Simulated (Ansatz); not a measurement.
## Energy of Cd2S along an even scaling of the cell

System: Cd2S (P3m1, 3 atoms in the cell).
Method: Kohn-Sham DFT of a periodic cell, PBEsol, all-electron LAPW, scalar-relativistic, no spin polarisation (Ansatz 0.2.0).

The 7 runs differ only in the geometry, by an even scaling of the cell at fixed fractional positions. The structure derives from a Materials Project entry.

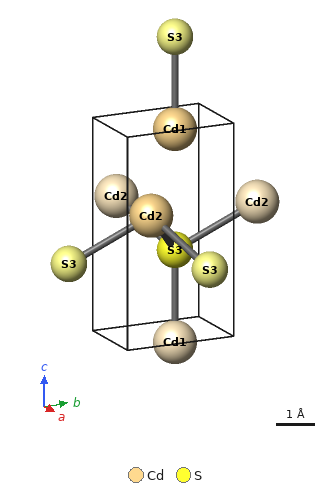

Figure 1. The structure of run 4 (ball-and-stick view of the cell of the calculation, seen slightly off an axis; neighbours outside the cell are drawn fainter; atoms are numbered from 1 in the order of the input). An atom can appear more than once, as a periodic image.

**Input of run 4**
```yaml
crystal:
  lattice:
    - [3.962670049, 0.0, 0.0]
    - [-1.9813350245, 3.4317729293, 0.0]
    - [0.0, 0.0, 5.809192]
  atoms:
    - { symbol: Cd, position: [0.3333333333, 0.6666666667, 0.932717] }
    - { symbol: Cd, position: [0.6666666667, 0.3333333333, 0.578735] }
    - { symbol: S, position: [0.3333333333, 0.6666666667, 0.365705] }
kpoints:
  mp_grid: { grid: [8, 8, 5] }
scf:
  occupations: { method: fermi_dirac, width: 0.05 }
hamiltonian:
  xc: pbesol
  pseudopotentials: { kind: all_electron, lapw: { basis_error: 0.001 } }
output:
  forces: true
  stress: true
  eigenvalues: true
```

Command:
```bash
ansatz run input.yaml --threads 2 --pin off --max-ram 8192MiB --backend cpu --events-out ev --progress --plain --runs-dir out
```

Run 6 differs from it as follows:
```diff
-    - [3.962670049, 0.0, 0.0]
-    - [-1.9813350245, 3.4317729293, 0.0]
-    - [0.0, 0.0, 5.809192]
+    - [4.0148164244, 0.0, 0.0]
+    - [-2.0074082122, 3.4769330151, 0.0]
+    - [0.0, 0.0, 5.8856375034]
```

**Results, with one run withheld**

| run | volume per atom (Å³) | free energy per atom, from the lowest run given (meV) | pressure (GPa) | gap on the mesh (eV) |
| --- | --- | --- | --- | --- |
| 1 | 24.753 | 0.00 | −0.32 | 0.20 |
| 2 | 25.280 | 2.76 | −1.33 | 0.20 |
| 3 | 25.806 | 8.62 | −2.22 | 0.21 |
| 4 | 26.333 | 17.22 | −3.00 | 0.22 |
| 5 | 26.860 | 28.23 | −3.68 | 0.24 |
| 6 | 27.386 | ? | ? | ? |
| 7 | 27.913 | 56.37 | −4.82 | 0.28 |

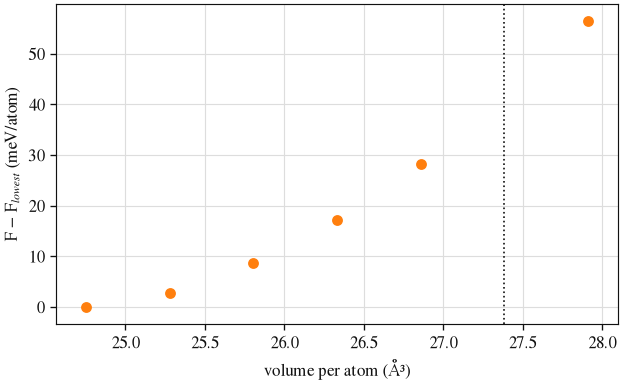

Figure 2. Free energy per atom of the runs given; the dotted line marks run 6.

Estimate the energy of run 6 from the others.

A cubic polynomial in V^(−2/3) (the Birch–Murnaghan form), fitted to the 6 runs given, misses them by under 0.01 meV per atom. With x = V^(−2/3) − 0.11358 Å⁻², it reads F = 13.508 − 5813.2 x + 6.073e+05 x² + 2.249e+06 x³ (meV per atom). At run 6 it gives 41.35 meV per atom, and the run itself gives 41.36. The slope of the fit gives a pressure −dF/dV of −4.29 GPa there, and the run prints −4.29 GPa. The fit has no minimum inside this range. The gap on the mesh goes, without turning, from 0.20 eV in run 1 to 0.28 eV in run 7; run 6 has 0.26 eV. These are gaps of this functional on this mesh, which can miss the band edges; they aren't the measured gap.

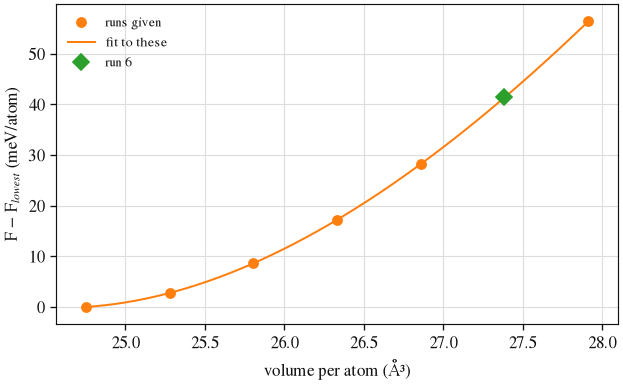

Figure 3. The fit and the withheld run.

**Output, shortened to warnings, some set-up lines, iterations and results (run 6)**
```
Basis set: ecut = 241.7067335927021 eV, 699 PW (Γ), exchange–correlation at level 2
Symmetry: 6 space group operations
k-points: 40 of 320 (time reversal used)
Initial density: superposition of atomic densities (chi_scale 0.1, normalization cell, long waves kept (reshape's long-wave potential 0.21 eV rms))
[...]
SCF iter   1: F=—  HF=-315176.870777 eV  |F-HF|=—  |Δ(HF+E_count)|=         —  Δρ=3.15e-2  dr2=2.25e0  ethr=4.16e-3  ⟨swp⟩=2.0  Hψ=8650  notcnv=0
SCF iter   2: F=—  HF=-315176.163577 eV  |F-HF|=—  |Δ(HF+E_count)|=   7.07e-1  Δρ=1.16e-2  dr2=2.82e-1  ethr=4.16e-3  ⟨swp⟩=3.0  Hψ=4095  notcnv=0
SCF iter   3: F=—  HF=-315176.103025 eV  |F-HF|=—  |Δ(HF+E_count)|=   6.06e-2  Δρ=6.65e-3  dr2=8.55e-2  ethr=5.22e-4  ⟨swp⟩=2.1  Hψ=3923  notcnv=0
SCF iter   4: F=—  HF=-315176.086868 eV  |F-HF|=—  |Δ(HF+E_count)|=         —  Δρ=1.90e-3  dr2=5.06e-3  ethr=9.39e-6  ⟨swp⟩=2.0  Hψ=6635  notcnv=0
SCF iter   5: F=—  HF=-315176.083175 eV  |F-HF|=—  |Δ(HF+E_count)|=   3.69e-3  Δρ=7.97e-4  dr2=7.57e-4  ethr=9.37e-6  ⟨swp⟩=2.5  Hψ=3701  notcnv=0
SCF iter   6: F=—  HF=-315176.083524 eV  |F-HF|=—  |Δ(HF+E_count)|=   3.49e-4  Δρ=2.22e-4  dr2=8.84e-5  ethr=1.40e-6  ⟨swp⟩=2.4  Hψ=3701  notcnv=0
SCF iter   7: F=—  HF=-315176.083560 eV  |F-HF|=—  |Δ(HF+E_count)|=   3.56e-5  Δρ=9.58e-5  dr2=1.63e-5  ethr=1.64e-7  ⟨swp⟩=3.0  Hψ=3782  notcnv=0
SCF iter   8: F=—  HF=-315176.083545 eV  |F-HF|=—  |Δ(HF+E_count)|=   1.52e-5  Δρ=4.10e-5  dr2=2.25e-6  ethr=3.03e-8  ⟨swp⟩=3.0  Hψ=3753  notcnv=0
SCF iter   9: F=—  HF=-315176.083547 eV  |F-HF|=—  |Δ(HF+E_count)|=   2.20e-6  Δρ=1.35e-5  dr2=2.50e-7  ethr=4.16e-9  ⟨swp⟩=3.0  Hψ=3870  notcnv=0
SCF iter  10: F=-315176.083547 eV  HF=-315176.083547 eV  |F-HF|=3.03e-9  |Δ(HF+E_count)|=   3.17e-7  Δρ=3.71e-6  dr2=2.61e-8  ethr=4.62e-10  ⟨swp⟩=3.0  Hψ=3887  notcnv=0
SCF 1 converged in 10 iterations: F = -315176.083547 eV  dr2 = 2.61e-8
SCF converged after 10 iterations
Free energy (F): -315176.083547 eV
Harris-Foulkes:  -315176.083547 eV  (|F-HF|=3.03e-9)
Internal energy: -315176.082120 eV  (E = F + TS)
E sigma→0 (E₀):  -315176.082834 eV
Entropy (-TS):   -0.001427 eV (-0.476 meV/atom)
Fermi energy:    8.327400 eV
--- Per-component energies (eV) ---
  E_band       = -2228.049048
  E_kinetic    = 329664.198872
  E_xc         = -8954.392235
  E_electrostatic = -635885.888756  (all electrons and nuclei)
  E_smearing   = -0.001427  (= −TS)
  E_closure    = 0.000000  (closes the sum)
  E_atoms      = -315168.904707  (free atoms, spherical and without spin; not in F)
  Σ components = -315176.083547   (vs F -315176.083547, Δ=0.00e0)
  Basis errors (estimates in eV, not in F): energy 4.2e-4 per atom: plane waves 3.9e-4 (2.3e-4 summed), levels above the bands 3.0e-72, relativity 2.2e-8, radial functions 3.1e-5, core shells 1.7e-7; eigenvalues (radial functions only) 1.4e-6; not estimated: angular momenta, meshes, grids; target …
--- Forces (eV/Å), atoms counted from 1 ---
  atom   1  Cd     0.00000000     0.00000000     0.10296375
  atom   2  Cd    -0.00000000    -0.00000000    -0.27796519
  atom   3  S      0.00000000     0.00000000     0.17494372
  max |Σ_I F_I| component: 5.77e-5 eV/Å
--- Stress (GPa, compression-positive) ---
       -3.783095       0.000000      -0.000000
        0.000000      -3.783095      -0.000000
       -0.000000       0.000000      -5.307481
  P = ⅓ Tr σ = -4.2912 GPa (-42.912 kbar)
```
